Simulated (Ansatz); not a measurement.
# SiNi$_{2}$: what the electrons do

Space group P6_3/mmc; the calculation finds a residual pressure of about 11 GPa at this fixed cell; spin-polarised.

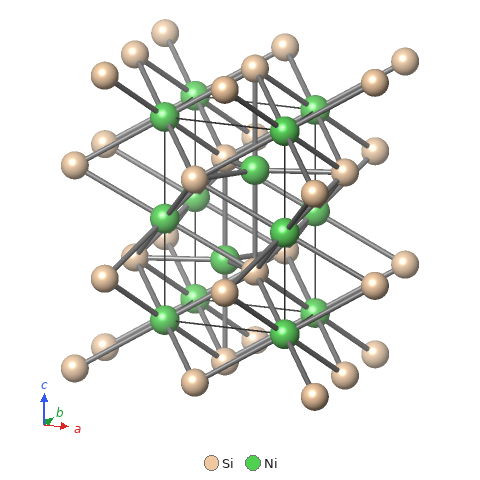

The conventional cell.

The calculation's input:

```
crystal:
  lattice:
    - [3.836, 0.0, 0.0]
    - [-1.918, 3.3220734489, 0.0]
    - [0.0, 0.0, 4.948]
  atoms:
    - { symbol: Si, position: [0.3333333333, 0.6666666667, 0.75] }
    - { symbol: Si, position: [0.6666666667, 0.3333333333, 0.25] }
    - { symbol: Ni, position: [0.0, 0.0, 0.0], spin: 2.0 }
    - { symbol: Ni, position: [0.0, 0.0, 0.5], spin: 2.0 }
    - { symbol: Ni, position: [0.3333333333, 0.6666666667, 0.25], spin: 2.0 }
    - { symbol: Ni, position: [0.6666666667, 0.3333333333, 0.75], spin: 2.0 }
magnetization:
  spin_polarized: true
basis:
  ecutwfc: 500
  fft_grid_basis: typed
kpoints:
  mp_grid: { grid: [12, 12, 8] }
hamiltonian:
  xc: pbe
scf:
  occupations: { method: gaussian, width: 0.05 }
output:
  forces: true
  stress: true
  eigenvalues: true
  bader: true
  write_density: true
  volumetric_format: npy
  populations: true
  elf: true
```

Command:

```sh
ansatz run input.yaml --threads 2 --pin off --max-ram 4096MiB --backend cpu --events-out ev --progress --plain --runs-dir out
```

The picture shows the conventional cell (a = 3.84 Å, b = 3.84 Å, c = 4.95 Å, α = 90.00°, β = 90.00°, γ = 120.00°).

Computed with DFT PBE, scalar-relativistic, plane waves, PAW in Ansatz 0.2.0.

Core electrons are frozen (PAW), so the maps are meaningful between the atoms, not at the nuclei.

### 1. Bonding charge

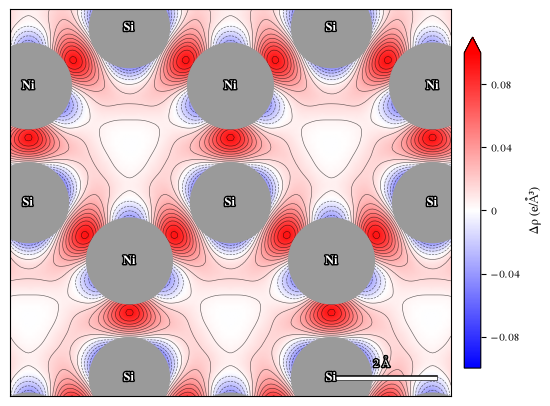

*Deformation density (self-consistent density less superposed neutral spherical atoms): a map on the (001) plane of the conventional cell, with grey discs over the atomic cores. Cores are masked to 0.8 Å (Si) and 0.8 Å (Ni).*

> Where does charge go when the atoms form this crystal?

Ni–Si (2.21 Å): Δρ is +0.09 e/Å³ at the midpoint, with a peak of 0.09 e/Å³ 1.0 Å from Ni: a build-up of bond charge.
Ni–Ni (2.47 Å): Δρ is about zero at the midpoint (this contact isn't in the plane drawn).
Over the whole cell, outside the masked cores, the largest gain, 0.09 e/Å³, lies 1.0 Å from a nickel nucleus and 1.3 Å from a silicon one, and the largest loss lies at the edge of the masked core of Si.
The rearranged charge, half the integral of |Δρ|, is about 0.10 e an atom.
Bader charges: Si +0.65 and Ni −0.60 to −0.05 e. Among metals such charges hang on how the charge between the atoms is shared out.

### 2. One group of states

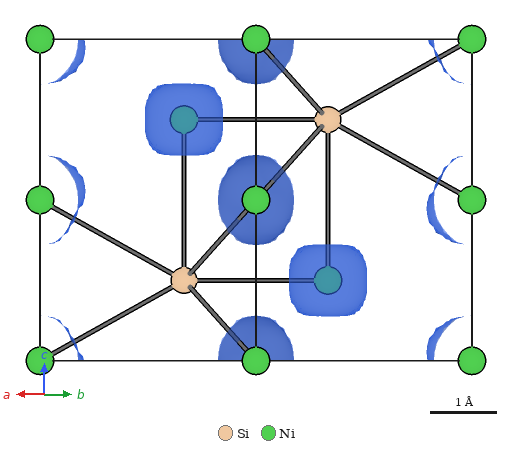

Density of the Kohn–Sham states from 0.0 to +1.2 eV about the Fermi level (the empty states just over the Fermi level), scaled to one electron a cell: blue surface at 0.03 1/Å³, in the conventional cell seen along [110].

> What is the character of these states?

Löwdin projections on the PAW files' atomic orbitals give Ni 3d (65 %) and Si 3p (30 %).
- In space (atomic cells sized by Bader volumes) the density divides as Ni about 85 % and Si about 15 %.
- It nearly vanishes midway along the shortest Ni–Ni contact.
- Little of the density lies between the atoms' surroundings.

### 3. Moving an atom

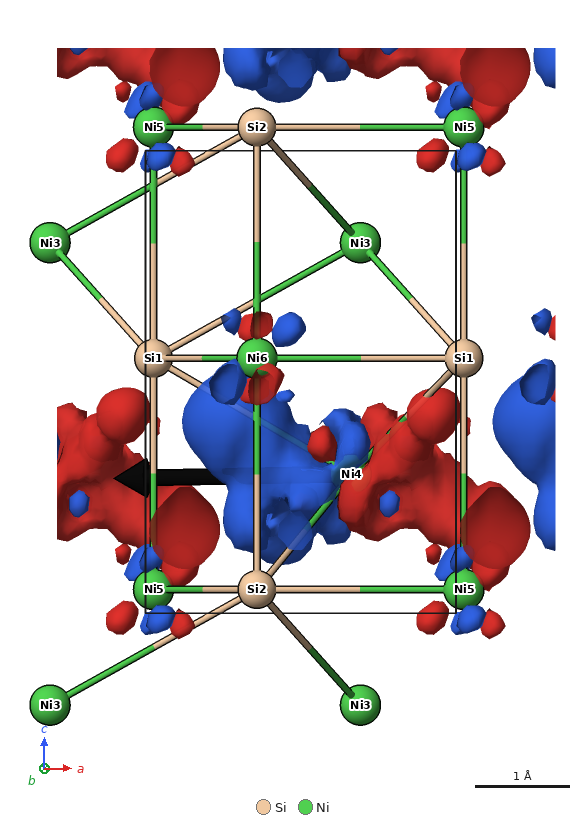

Ni4 was moved by 0.10 Å roughly along [−2 −1 0] in the axes of the cell drawn (arrow, not to scale). Change of the density less the rigid motion of the neutral atom's own density: blue surfaces at +0.008 and red ones at −0.008 e/Å³, in the cell of the calculation (origin moved) seen along the b axis.

> Describe the electronic response.

About 0.08 e is rearranged in the cell. Outside the cores the largest gain, 0.017 e/Å³, lies 1.0 Å from a nickel nucleus and 1.5 Å from a silicon one, and the largest loss lies at the edge of the masked core of Ni.

> How much does the computed force on the atom change?

The force on it changes by 0.68 eV/Å along the move, against it: a stiffness of about 6.8 eV/Å² for this sublattice shift.

### 4. Change of volume

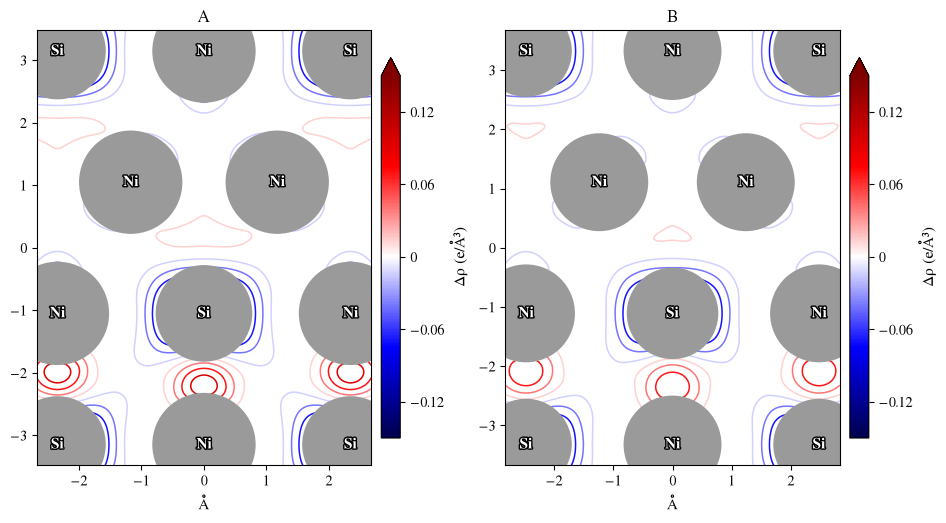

SiNi$_{2}$: deformation density on the (110) plane of the conventional cell at two volumes, with the same fractional coordinates and one colour scale. Grey discs cover the cores.

> Which panel is the larger cell, by how much, and what changes?

B is the larger cell: A has 85 % of the volume of B. From B to A, Ni–Si goes from 2.21 to 2.10 Å, and Δρ at its midpoint from +0.09 to +0.11 e/Å³. From B to A, Ni–Ni goes from 2.47 to 2.34 Å, and Δρ at its midpoint from about zero to +0.007 e/Å³. The pressure is 11 GPa in B and 70 GPa in A. The rearranged charge is 0.10 e an atom in B and 0.10 e in A.

### 5. Putting it together

The two pressures give a mean stiffness −ΔP/Δln V of about 364 GPa over this range, with the atoms held at their fractional positions.

Run times: 46 s (base cell), 27 s (state densities), 3.1 min (moved atom) and 37 s (scaled cell), on 2 threads of Intel(R) Xeon(R) 6975P-C (Granite Rapids), with other jobs on the host.
